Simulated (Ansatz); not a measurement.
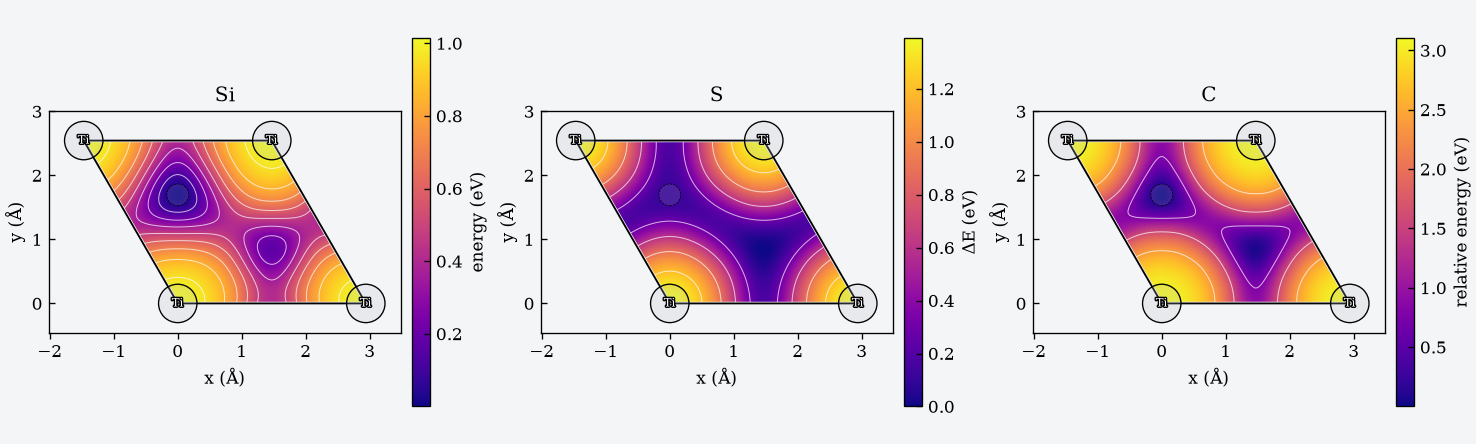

Three maps of one series, each from its own lowest grid point and on its own colour scale; the adsorbate changes from map to map. Adsorbates on a Ti(001) slab cut from the P6_3/mmc phase, its upper half relaxed before the scan (16 atoms of substrate and one adsorbate in a 2 × 2 cell). The adsorbate is moved over the surface cell; relaxed at each place: the height of the adsorbate's atoms; substrate rigid; the origin of the map has the adsorbate above Ti13. Places are given modulo a cell vector. The map is drawn in real space over the plane of the surface. Grid: 6 × 6 points. Places are given in fractions of the 1 × 1 surface cell. All energies are given in eV relative to the lowest grid point. Computed with DFT PBE, scalar-relativistic, plane waves, PAW in Ansatz 0.2.0. Settings: cutoff 420 eV, k-mesh 6×6×1, gaussian smearing 0.1 eV, no spin polarisation.

The picture shows a smooth colour map with a few white contour lines, labelled circles for the atoms of the top layer and small ones for the second layer, the outline of one cell of the plane. Between grid points the surface is interpolated.

The span runs from the lowest to the highest grid point.

| adsorbate | lowest grid point | span (eV) | height there (Å) |
| --- | --- | --- | --- |
| Si | a threefold hollow over a second-layer Ti atom | 1.02 | 1.87 |
| S | a threefold hollow | 1.39 | 1.70 |
| C | a threefold hollow over a second-layer Ti atom | 3.11 | 0.98 |

For O: The runs have no spin polarisation; a magnetic state may lie lower.

One more map of the series was computed, for the adsorbate O. What do you expect for it?

Answer. The computed span is 2.49 eV, within the range of the others. The lowest grid point is a threefold hollow, as for S. The height there is 0.96 Å.

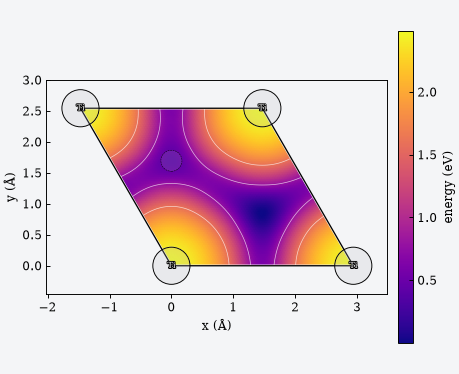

The map for O.

PAW datasets: the set soft_1.
